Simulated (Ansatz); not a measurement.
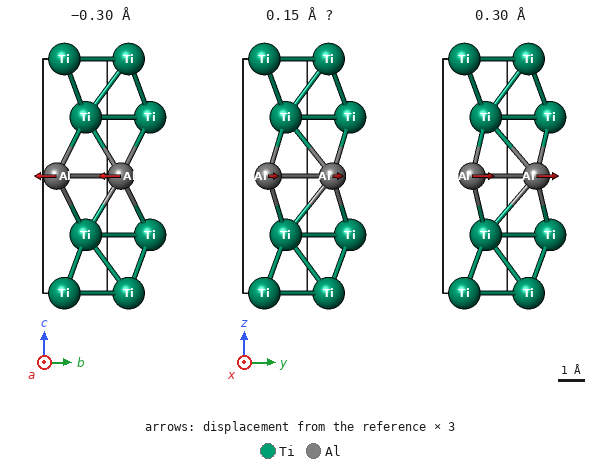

A scan of a crystal of Ti₃Al (P-6m2): the whole Al sublattice is shifted rigidly, along Cartesian [0 1 0], all else fixed. A ball-and-stick model of the cell of the calculation, repeated 1 × 1 × 1 with one cell outlined, repeated 2 × 2 × 1 with one cell outlined, seen along the a axis. Red arrows: displacements from the reference.

Theory: DFT PBEsol, scalar-relativistic, plane waves, PAW (Ansatz). Set-up: plane-wave cutoff 420 eV; k-point mesh 18 × 18 × 6; occupations gaussian; smearing width 0.15 eV; no spin polarisation. Energies (free energies at the smearing named) are counted from the relaxed crystal.

```tsv
displacement (Å)	ΔE (meV/cell)
−0.300	117.6
−0.225	63.7
−0.150	27.1
−0.075	6.4
0.000	0.0
0.075	5.7
0.150	?
0.225	44.3
0.300	72.2
```

Fill in the missing row.

Answer. A straight line between the two neighbours gives 25.0 meV/cell. A cubic through the four nearest rows (0.000, 0.075, 0.225, 0.300) gives, with Lagrange weights, (−0.1667)(0.0) + (0.6667)(5.7) + (0.6667)(44.3) + (−0.1667)(72.2) = 21.3 meV/cell. The calculation gives 21.3 meV/cell, so the cubic is right to the digits shown and the straight line 3.7 meV/cell too high, as the curve bends upwards here.

The whole profile:

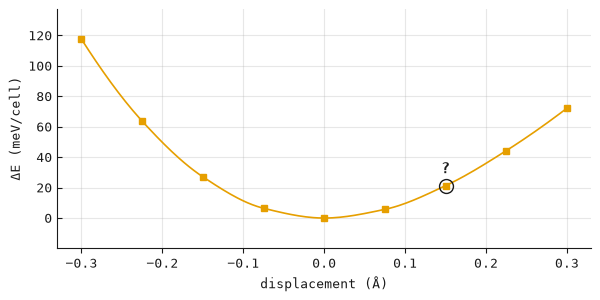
